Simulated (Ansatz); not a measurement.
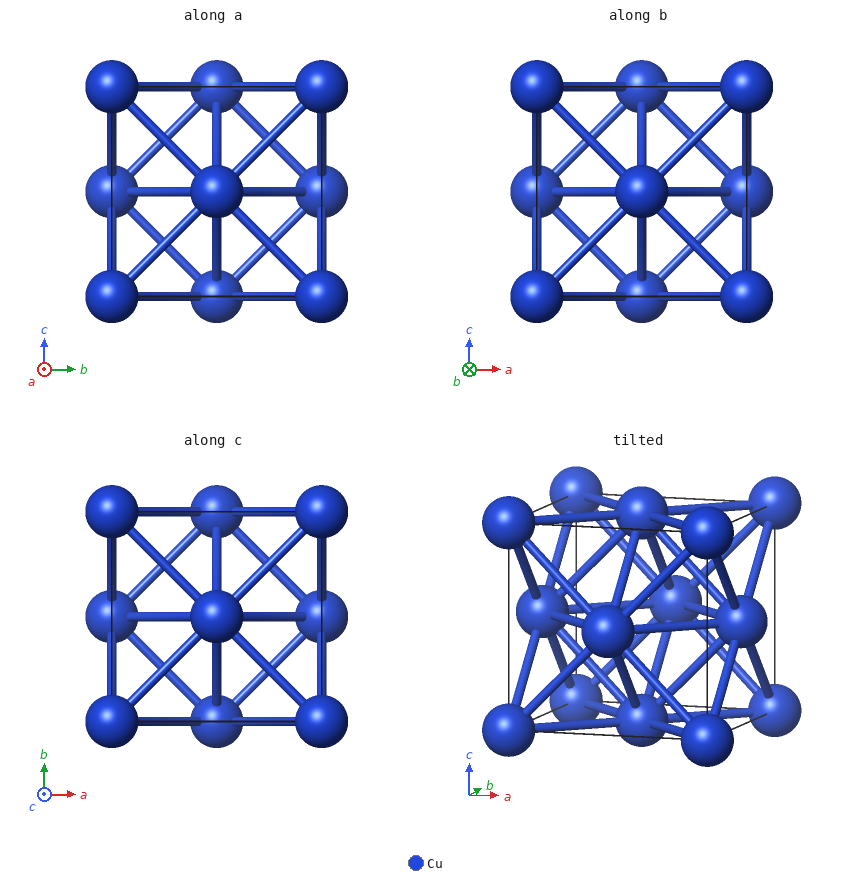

A ball-and-stick picture of a crystal structure, seen along the a axis, along the b axis, along the c axis and slightly off an axis. The conventional unit cell is outlined; an atom on or near a face, edge or corner is repeated at each equivalent position.

Lattice parameters: a = 3.7767 Å, b = 3.7767 Å, c = 3.7767 Å, α = 90.000°, β = 90.000°, γ = 90.000°.

### Express the structure as a CIF with its space group and independent sites.

```cif
data_structure
_symmetry_space_group_name_H-M 'F m -3 m'
_symmetry_Int_Tables_number 225
_cell_length_a 3.7767
_cell_length_b 3.7767
_cell_length_c 3.7767
_cell_angle_alpha 90.000
_cell_angle_beta 90.000
_cell_angle_gamma 90.000
_cell_volume 53.87
loop_
_atom_site_label
_atom_site_type_symbol
_atom_site_symmetry_multiplicity
_atom_site_Wyckoff_symbol
_atom_site_fract_x
_atom_site_fract_y
_atom_site_fract_z
_atom_site_occupancy
Cu1 Cu 4 a 0.0000 0.0000 0.0000 1
```

Origin: a generated cell, made by putting these elements into a known structure type (the compound may or may not exist in this form); unrelaxed. An electronic-structure calculation with Ansatz was run on it.

At this level of theory the cell isn't at rest (stretched, at -18 GPa), so its distances can differ from those at equilibrium, the more so the softer the solid.
